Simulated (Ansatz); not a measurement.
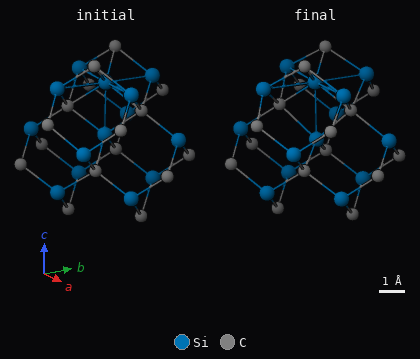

The structure of a defect cell of composition Si33C32 (cell charge +2) before (left) and after (right) a relaxation, at one scale.

A ball-and-stick model of the atoms within 4.2 Å of the atom that moves most (axes of the cell of the calculation (origin shifted)), seen from a free direction.

Level of theory: DFT, PBEsol, PAW, plane waves (Ansatz 0.2.0). Settings: plane-wave cutoff 420 eV; k-point mesh 1 × 1 × 1; mesh shifted by (0.25, 0.25, 0.25); no spin polarisation; atoms relaxed in a fixed cell; force threshold 0.03 eV/Å; at most 80 steps.

Question: What changed between the two?

Answer: The atom that moves furthest is a Si atom (0.23 Å along [0 1 −3]). By element the largest moves are Si 0.23 Å, C 0.11 Å. The lattice vectors keep their values. Near-neighbour distances that change, for instance: Si–Si 3.069 → 3.449 Å, Si–Si 3.089 → 3.448 Å, Si–Si 2.165 → 2.400 Å, Si–Si 2.147 → 2.363 Å. Among the angles between lasting bonds that change: C–Si–C 110.1° → 96.2°, C–Si–C 109.1° → 120.7°, Si–Si–C 129.5° → 119.5°. After 7 accepted moves (9 points after the start) the energy has fallen by 4.742 eV per cell of the calculation. Largest force component: 6.8 eV/Å at the start, 0.0098 eV/Å at the end. The line search rejected the trial steps at points 5, 7 of the run. The run took 26 s on 8 threads of Intel(R) Xeon(R) 6975P-C, peak memory 1.1 GiB.

Limits of the set-up: the cell is charged, on a uniform background, and energies carry no finite-size correction.
